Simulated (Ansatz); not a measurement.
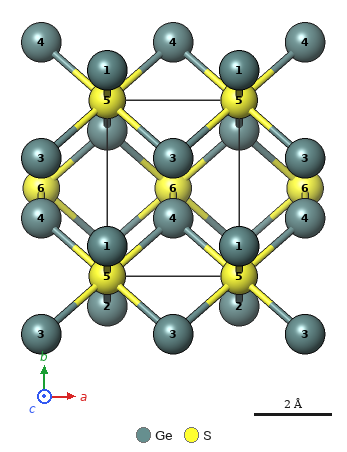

Starting structure of a crystal of Ge2S (built on the marcasite_58 type) (coarse preliminary run). The picture is a ball-and-stick view of the cell of the calculation, seen along the c axis.

Case: marcasite type (Pnnm, No. 58).

These are results of DFT PBE, scalar-relativistic, plane waves, PAW (Ansatz 0.2.0), not measurements.

Input
```yaml
crystal:
  lattice:
    - [0.0, 0.0, 3.460932433]
    - [4.6173612858, 0.0, 0.0]
    - [0.0, 7.6577236583, 0.0]
  atoms:
    - { symbol: Ge, position: [0.0, 0.1703941428, 0.3411880569] }
    - { symbol: Ge, position: [0.0, 0.8296058572, 0.6588119431] }
    - { symbol: Ge, position: [0.5, 0.6703941428, 0.1588119431] }
    - { symbol: Ge, position: [0.5, 0.3296058572, 0.8411880569] }
    - { symbol: S, position: [0.0, 0.0, 0.0] }
    - { symbol: S, position: [0.5, 0.5, 0.5] }
basis:
  ecutwfc: 420
kpoints:
  mp_grid: { grid: [6, 4, 2] }
hamiltonian:
  xc: pbe
scf:
  occupations: { method: gaussian, width: 0.1 }
  lower_state_search: "off"
output:
  forces: true
  stress: true
  eigenvalues: true
relax:
  adjacent_minimum: "off"
  f_tol: 0.04
  max_steps: 70
  cell: { stress_tol: 0.4 }
```

Run as
```bash
ansatz run input.yaml --threads 1 --pin off --max-ram 2560MiB --backend cpu --events-out ev --progress --plain --runs-dir out
```

Question: What does the optimiser find from here?

Answer: The largest moves relative to the cell, 0.029 Å, are those of Ge1, Ge2, Ge3 and Ge4. Ge1 goes along +c. S stays in place. The drawn cell changes as follows: a 3.461 → 3.475 Å (+0.4 %), b 4.617 → 4.174 Å (−9.6 %), c 7.658 → 8.261 Å (+7.9 %); the volume changes by −2.1 %. Among the contacts that change: Ge1–S5 2.729 → 2.935 Å, Ge1–S6 2.606 → 2.561 Å. Among the angles between lasting bonds that change: Ge1–S6–Ge1 83.2° → 85.5°, Ge1–S6–Ge2 96.8° → 94.5°, S6–Ge2–S6 83.2° → 85.5°. The space group stays Pnnm (No. 58). The energy falls by 34.3 meV per atom in 3 accepted moves (5 points after the start). Largest force component: 0.21 eV/Å at the start, 0.0037 eV/Å at the end. Pressure: −0.07 GPa at the start and −0.03 GPa at the end. The line search rejected the trial step at point 3 of the run. At 1 point the geometry stayed and the basis and grid were re-selected for the new cell (energy shift of 0.1 meV per atom at most each time). Cost: 84 s on 1 thread of Arm Neoverse N1, with other jobs on the host, peak memory 0.41 GiB.

History of the run:

```
step  E − E(0), meV/atom  largest force component, eV/Å  pressure, GPa  volume, Å³/atom                      note
   0                0.00                         0.2078          -0.07           20.396                          
   1              -21.43                         0.1549           0.24           19.881                          
   2              -33.71                         0.0384           0.38           19.761                          
   3              -33.10                         0.0347          -0.46           20.172                  rejected
   4              -34.16                         0.0036          -0.06           19.971                          
   5              -34.29                         0.0037          -0.03           19.971  same geometry, new basis
```

The structure at the end:

```xyz
6
Lattice="0.0000 0.0000 3.4750 4.1739 0.0000 0.0000 0.0000 8.2611 0.0000" Properties=species:S:1:pos:R:3 pbc="T T T"
Ge    0.7119    2.8472    0.0000
Ge    3.4620    5.4139    0.0000
Ge    2.7989    1.2834    1.7375
Ge    1.3750    6.9778    1.7375
S     0.0000    0.0000    0.0000
S     2.0870    4.1306    1.7375
```

The end point in the same view:

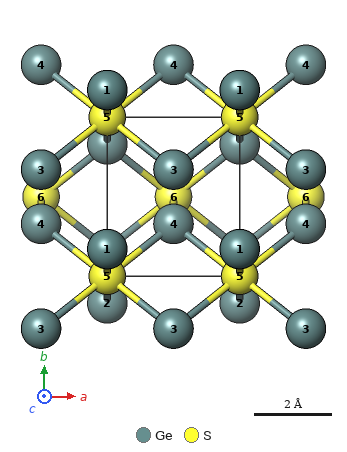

Limits of the set-up: the k-point mesh is coarse for a cell with partly filled bands.
